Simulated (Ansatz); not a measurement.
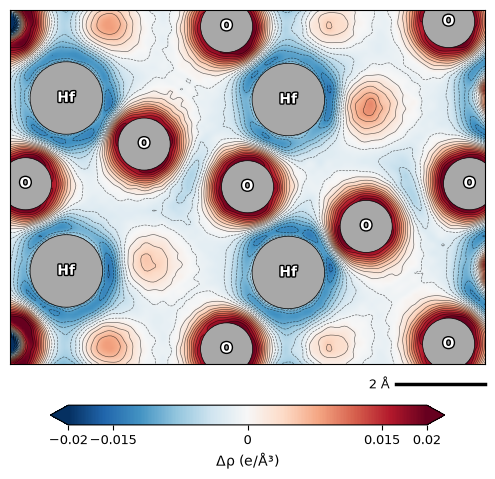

HfO2. Difference of the valence pseudo-densities of two functionals at the same geometry, on the (101̄) plane of the calculation cell: one of PBE and r2SCAN less the other.

Both computed with Ansatz (plane waves, PAW), on the same k-point mesh. Grey discs cover the atomic cores.

```yaml
crystal:
  lattice:
    - [5.05980, 0.00000, 0.00000]
    - [0.00000, 10.01720, 0.00000]
    - [0.00000, 0.00000, 5.22760]
  atoms:
    - { symbol: Hf, position: [0.74514, 0.88454, 0.96487] }
    - { symbol: Hf, position: [0.24514, 0.61546, 0.03513] }
    - { symbol: Hf, position: [0.25486, 0.38454, 0.53513] }
    - { symbol: Hf, position: [0.75486, 0.11546, 0.46487] }
    - { symbol: Hf, position: [0.25486, 0.11546, 0.03513] }
    - { symbol: Hf, position: [0.75486, 0.38454, 0.96487] }
    - { symbol: Hf, position: [0.74514, 0.61546, 0.46487] }
    - { symbol: Hf, position: [0.24514, 0.88454, 0.53513] }
    - { symbol: O, position: [0.87050, 0.79075, 0.62401] }
    - { symbol: O, position: [0.37050, 0.70925, 0.37599] }
    - { symbol: O, position: [0.12950, 0.29075, 0.87599] }
    - { symbol: O, position: [0.62950, 0.20925, 0.12401] }
    - { symbol: O, position: [0.12950, 0.20925, 0.37599] }
    - { symbol: O, position: [0.62950, 0.29075, 0.62401] }
    - { symbol: O, position: [0.87050, 0.70925, 0.12401] }
    - { symbol: O, position: [0.37050, 0.79075, 0.87599] }
    - { symbol: O, position: [0.50288, 0.97644, 0.26172] }
    - { symbol: O, position: [0.00288, 0.52356, 0.73828] }
    - { symbol: O, position: [0.49712, 0.47644, 0.23828] }
    - { symbol: O, position: [0.99712, 0.02356, 0.76172] }
    - { symbol: O, position: [0.49712, 0.02356, 0.73828] }
    - { symbol: O, position: [0.99712, 0.47644, 0.26172] }
    - { symbol: O, position: [0.50288, 0.52356, 0.76172] }
    - { symbol: O, position: [0.00288, 0.97644, 0.23828] }
```

Q: Which was subtracted from which, and what does the map show?

A: It is r2SCAN less PBE. Against PBE, r2SCAN gives less density around Hf (−0.007 e/Å³ on average at 1.2 Å from the nucleus), more density around O (+0.014 e/Å³ on average at 0.7 Å from the nucleus) and a change of −0.008 e/Å³ at the midpoint of Hf–O, −0.009 e/Å³ at the midpoint of Hf–O and −0.009 e/Å³ at the midpoint of Hf–O.
